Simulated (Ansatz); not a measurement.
Structure of La:

```xyz
1
Lattice="3.3218 0.0000 0.0000 0.0000 3.3218 0.0000 0.0000 0.0000 3.3218" Properties=species:S:1:pos:R:3 pbc="T T T"
La    0.0000    0.0000    0.0000
```

Structure used: the input geometry of an electronic-structure calculation (not necessarily at equilibrium); the starting structure was generated, so it need not be a known form of this composition.

Question: Predict radii and indices of the first 6 visible rings (3 % of the strongest or more) for λ = 0.7107 Å and a flat detector at 240 mm.

Answer:
| ring | radius | 2θ (°) | d (Å) | hkl |
| --- | --- | --- | --- | --- |
| 1 | 52.2 mm | 12.28 | 3.32 | 100 |
| 2 | 75.2 mm | 17.40 | 2.35 | 110 |
| 3 | 93.8 mm | 21.36 | 1.918 | 111 |
| 4 | 110.4 mm | 24.71 | 1.661 | 200 |
| 5 | 125.9 mm | 27.68 | 1.486 | 210 |
| 6 | 140.7 mm | 30.38 | 1.356 | 211 |

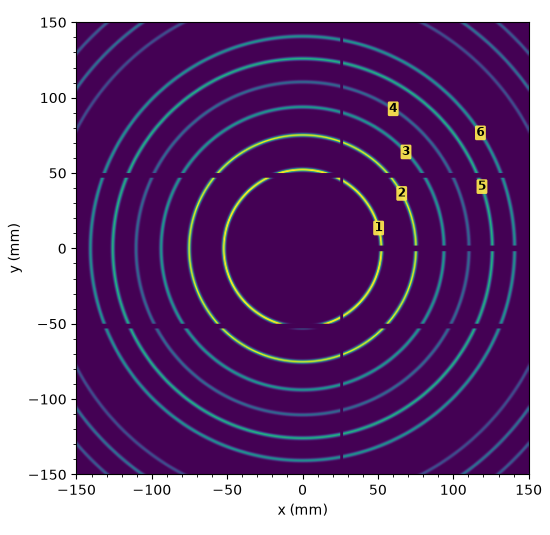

Simulated X-ray powder rings on a flat area detector normal to the beam: λ = 0.7107 Å, sample-to-detector distance 240 mm, axes in mm from the beam centre, for a fine-grained powder without texture. Kinematic intensities with B = 0.3 Å² for all atoms, without absorption; brightness goes as intensity to the power 0.6, clipped at the top. Reflections closer than the ring width show as one ring. The numbers mark the rings of the table.
